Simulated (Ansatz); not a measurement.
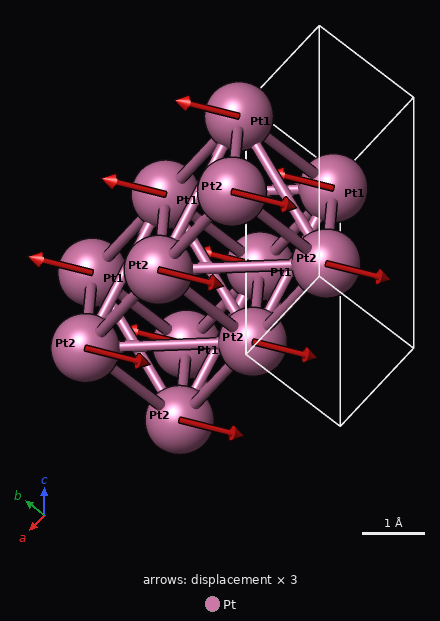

A relaxation of solid Pt (set up in P6_3/mmc). The starting structure is drawn; red arrows show the displacements (the part carried along by the change of the cell is left out), magnified 3 times.

A ball-and-stick model of the cell of the calculation, repeated 3 × 2 × 1 with one cell outlined, seen from a free direction.

Method: DFT r2SCAN, scalar-relativistic, plane waves, PAW (Ansatz). (plane-wave cutoff 500 eV; k-point mesh 12 × 12 × 8; occupations gaussian; smearing width 0.15 eV; no spin polarisation)

What happened in the run?

Answer. The largest moves relative to the cell, 0.40 Å, are those of Pt1 and Pt2. Pt1 goes along [1 2 0]. Cell: a 2.733 → 2.710 Å (−0.8 %), b 2.733 → 2.742 Å (+0.3 %), c 4.765 → 4.792 Å (+0.6 %), γ 120.0° → 119.6°. Volume +0.4 %. Among the contacts that change: Pt1–Pt2 2.858 → 3.378 Å, Pt1–Pt2 (another image) 2.858 → 2.752 Å, Pt1–Pt1 2.733 → 2.710 Å, Pt1–Pt1 (another image) 2.733 → 2.742 Å. Within 0.06 Å the space group is P6_3/mmc at the start and I4/mmm at the end; at a tighter tolerance small leftover displacements or strains of the cell lower it.
